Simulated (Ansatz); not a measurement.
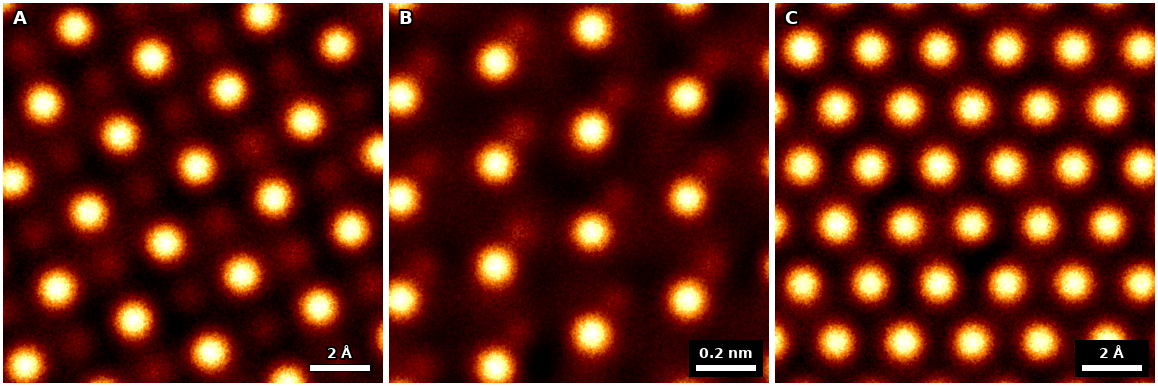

Three views of AlAs (F-43m, No. 216) along different zone axes. Simulated incoherent Z contrast: every atom adds Z^1.8 spread by a probe of 1.01 Å full width; channelling and multiple scattering are left out. The probe carries 15 % of its weight in a tail 2.5 times as wide. Shot noise and the speckle of an amorphous layer were added. Model: coordinates from a relaxation with DFT, PAW plane waves, r2scan (Ansatz); the starting structure was generated, so it need not be a known form of this composition.

```xyz
8
Lattice="5.6779 0.0000 0.0000 0.0000 5.6779 0.0000 0.0000 0.0000 5.6779" Properties=species:S:1:pos:R:3 pbc="T T T"
Al    1.4195    1.4195    1.4195
As    0.0000    0.0000    0.0000
Al    1.4195    4.2584    4.2584
As    0.0000    2.8389    2.8389
Al    4.2584    1.4195    4.2584
As    2.8389    0.0000    2.8389
Al    4.2584    4.2584    1.4195
As    2.8389    2.8389    0.0000
```

Question: Match the panels to the zone axes [001], [110] and [111].

Answer: A is [001]: projected cell 2.84 × 2.84 Å, 90°, plane group p4mm. B is [110]: projected cell 3.48 × 3.48 Å, 109°, plane group cm. C is [111]: projected cell 2.32 × 2.32 Å, 120°, plane group p6mm.
